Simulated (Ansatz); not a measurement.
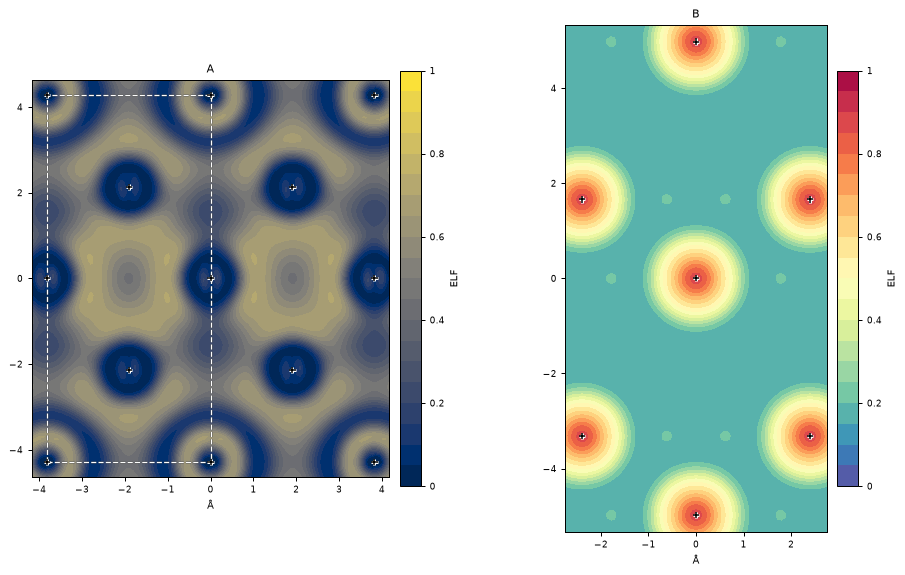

The ELF of 2 systems, each on a plane through atoms (crosses mark nuclei in the plane).

These are results of DFT r2SCAN, scalar-relativistic, plane waves, PAW (Ansatz), not measurements.

System 1: TiAl3, the (010) plane of the conventional cell. Space group I4/mmm; a structure from a database of computed crystals, not necessarily the ambient phase; computed without spin polarisation.

```yaml
crystal:
  lattice:
    - [3.82400, 0.00000, 0.00000]
    - [0.00000, 3.82400, 0.00000]
    - [0.00000, 0.00000, 8.56383]
  atoms:
    - { symbol: Ti, position: [0.00000, 0.00000, 0.00000] }
    - { symbol: Ti, position: [0.50000, 0.50000, 0.50000] }
    - { symbol: Al, position: [0.00000, 0.00000, 0.50000] }
    - { symbol: Al, position: [0.50000, 0.50000, 0.00000] }
    - { symbol: Al, position: [0.00000, 0.50000, 0.25000] }
    - { symbol: Al, position: [0.50000, 0.00000, 0.75000] }
    - { symbol: Al, position: [0.50000, 0.00000, 0.25000] }
    - { symbol: Al, position: [0.00000, 0.50000, 0.75000] }
```

System 2: Ag, the (110) plane of the conventional cell. Space group P6₃/mmc; a structure from a database of computed crystals, not necessarily the ambient phase; changed on purpose from its base cell (biaxial strain in the a-b plane, c and atoms relaxed: -1.0 %).

```
Ag
1.0
     2.87464    0.00000    0.00000
    -1.43732    2.48951    0.00000
     0.00000    0.00000    4.79353
Ag
2
Direct
  0.33333 0.66667 0.25000
  0.66667 0.33333 0.75000
```

Q: Which map belongs to which system?

A: Panel A is system 1, TiAl3: the plane holds Ti and Al. Ti–Al (2.87 Å): the ELF is about 0.40 at the midpoint. Panel B is system 2, Ag: the plane holds Ag. Ag–Ag (2.92 Å): the ELF is about 0.15 at the midpoint: no localised pair shows between them.
